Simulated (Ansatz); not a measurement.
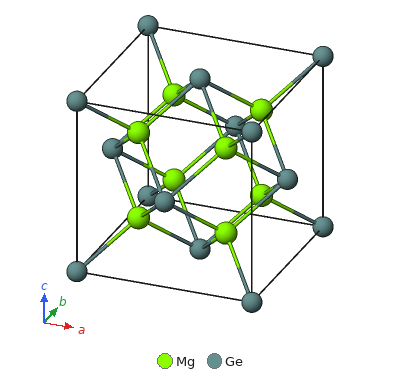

Mg2Ge, space group Fm-3m (No. 225), a = 6.284 Å, b = 6.284 Å, c = 6.284 Å, α = 90.00°, β = 90.00°, γ = 90.00°

```tsv
site	Wyckoff	x	y	z
Mg	8c	0.2500	0.2500	0.7500
Ge	4a	0.0000	0.0000	0.0000
```

Origin: the geometry relaxed with DFT, LDA, plane waves, PAW (Ansatz 0.2.0).

How is the cell volume shared among the sites in a plain Voronoi partition?

Answer.
```csv
site,faces above 1 % of the sphere,volume (Å³),solid angle by neighbour (%)
Mg,10,22.29,Mg 50 Ge 50
Ge,8,17.45,Mg 100
```

Weighted by multiplicity the volumes add up to the cell volume, 248.1 Å³.

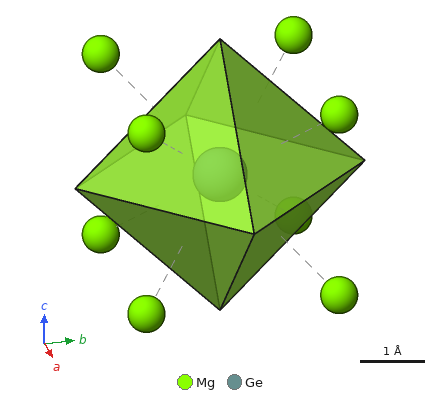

The computed Voronoi cell of Ge, with the neighbours that bound it.
